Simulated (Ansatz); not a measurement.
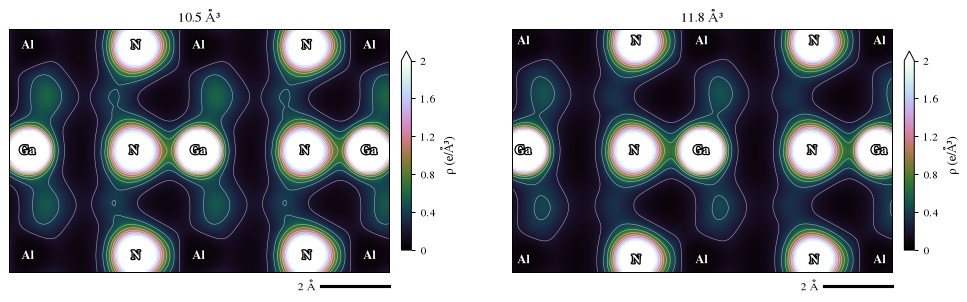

AlGa3N4. The valence pseudo-density of cells scaled evenly to different volumes (given per atom above each panel), on the (011̄) plane of each (indices in the axes of the cell below), at one length scale and on one colour scale.

A structure from a database of computed crystals, not necessarily the ambient phase.

The calculation used DFT r2SCAN, scalar-relativistic, plane waves, PAW in Ansatz 0.2.0.

The density is the valence pseudo-density of a PAW calculation; it isn't the true density close to the nuclei.

The largest cell:

```
Al Ga N
1.0
     5.24141    0.00000    0.00024
     0.00000    3.22471    0.00000
    -0.00353    0.00000    5.58389
Al Ga N
1 3 4
Direct
  0.00031 0.50000 0.66718
  0.49922 0.50000 0.33493
  0.49939 0.00000 0.83160
  0.99984 0.00000 0.16633
  0.11954 0.50000 0.34064
  0.11735 0.00000 0.82590
  0.62037 0.00000 0.16626
  0.63158 0.50000 0.66716
```

| volume (Å³/atom) | Al–N contact in the plane (Å) | ρ at its midpoint (e/Å³) | pressure (GPa) | gap on the mesh (eV) | 
| --- | --- | --- | --- | --- |
| 10.46 | 1.856 | 0.744 | 14.1 | 3.34 | 
| 11.13 | 1.895 | ? | ? | ? | 
| 11.80 | 1.933 | 0.653 | −10.3 | 2.46 | 

> Estimate the missing row, and compare with the calculation.

Over the known rows ln ρ falls by 1.69 per Å of Al–N distance (the line through the two), which gives 0.696 e/Å³ at 1.895 Å; the calculation gives 0.697 e/Å³. For the pressure, a straight line in volume between the neighbouring rows gives 1.9 GPa; the calculation gives 0.0, lower because pressure rises ever faster on compression. For the gap on the mesh, a straight line in volume between the neighbouring rows gives 2.90 eV; the calculation gives 2.89.
